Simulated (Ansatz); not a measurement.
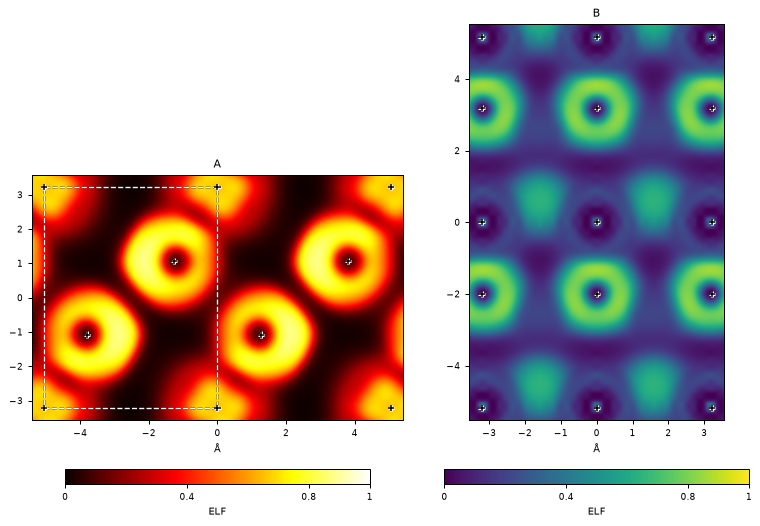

The ELF of 2 systems, each on a plane through atoms (crosses mark nuclei in the plane).

Computed with Ansatz, DFT PBE, plane waves, PAW.

System 1: GaN, the (100) plane of the conventional cell. Space group P6₃mc; a structure from a database of computed crystals, not necessarily the ambient phase.

```
CELL_PARAMETERS angstrom
3.21154 0.00000 0.00000
-1.60577 2.78127 0.00000
0.00000 0.00000 10.35684
ATOMIC_POSITIONS crystal
Ga 0.00000 0.00000 0.28587
Ga 0.33333 0.66667 0.53735
Ga 0.66667 0.33333 0.03735
Ga 0.00000 0.00000 0.78587
N 0.33333 0.66667 0.84374
N 0.00000 0.00000 0.59304
N 0.66667 0.33333 0.34374
N 0.00000 0.00000 0.09304
```

System 2: PtSe₂, the (110) plane of the conventional cell. Space group P-3m1.

```
Pt Se
1.0
     3.72400    0.00000    0.00000
    -1.86200    3.22508    0.00000
     0.00000    0.00000    5.06200
Pt Se
1 2
Direct
  0.00000 0.00000 0.00000
  0.33333 0.66667 0.25000
  0.66667 0.33333 0.75000
```

Q: Which map belongs to which system?

A: Panel A is system 2, PtSe₂: the plane holds Pt and Se. Pt–Se (2.49 Å): the ELF is about 0.50 at the midpoint. Panel B is system 1, GaN: the plane holds Ga and N. Ga–N (2.00 Å): the ELF peaks at about 0.85 in the valence shell of N, 0.7 Å from its nucleus, and is about 0.45 at the midpoint.
